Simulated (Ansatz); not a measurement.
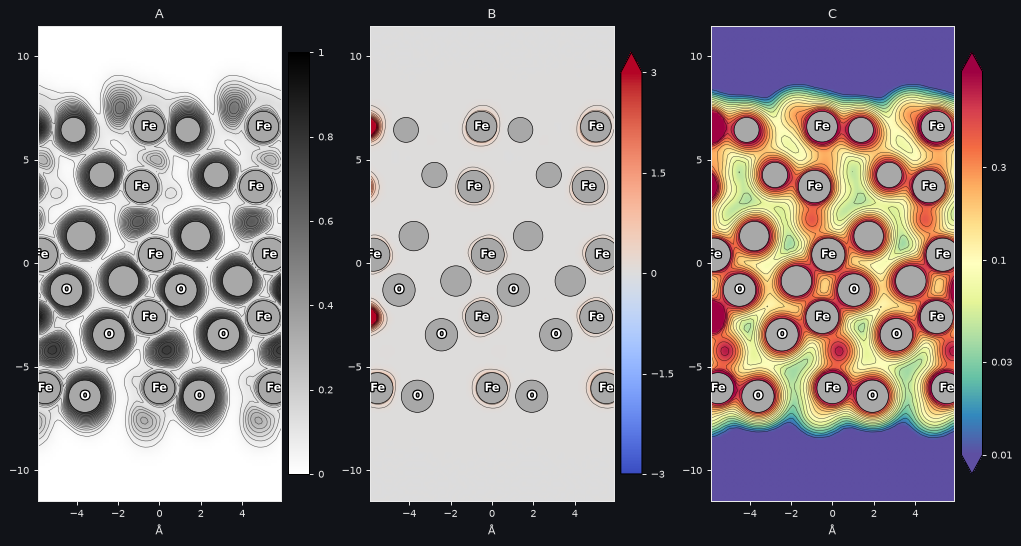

Fe2O3 (slab): 3 fields on the (100) plane of the calculation cell, a cut from vacuum to vacuum, with unlabelled colour scales. Grey discs cover the atomic cores.

Hubbard U of 5.3 eV on Fe d only; the program warned that this state isn't the lowest known; spin-polarised.

Theory: Ansatz 0.2.0, DFT PBE+U, scalar-relativistic, plane waves, PAW.

Q: The panels show electron localisation function, spin density and valence pseudo-density in some order. Assign them.

A: Panel A: electron localisation function. Panel B: spin density (confined to the magnetic sites and close to zero elsewhere). Panel C: valence pseudo-density. From the grid: Fe–O (1.97 Å): ρ at the midpoint is about 0.66 e/Å³; the ELF peaks at about 0.85 in the valence shell of O, 0.6 Å from its nucleus, and is about 0.20 at the midpoint (no localised pair shows between them). Fe–O (2.01 Å): ρ is about 0.6 e/Å³ halfway; the ELF peaks at about 0.85 in the valence shell of O, 0.6 Å from its nucleus, and is about 0.20 at the midpoint: no localised pair shows between them.
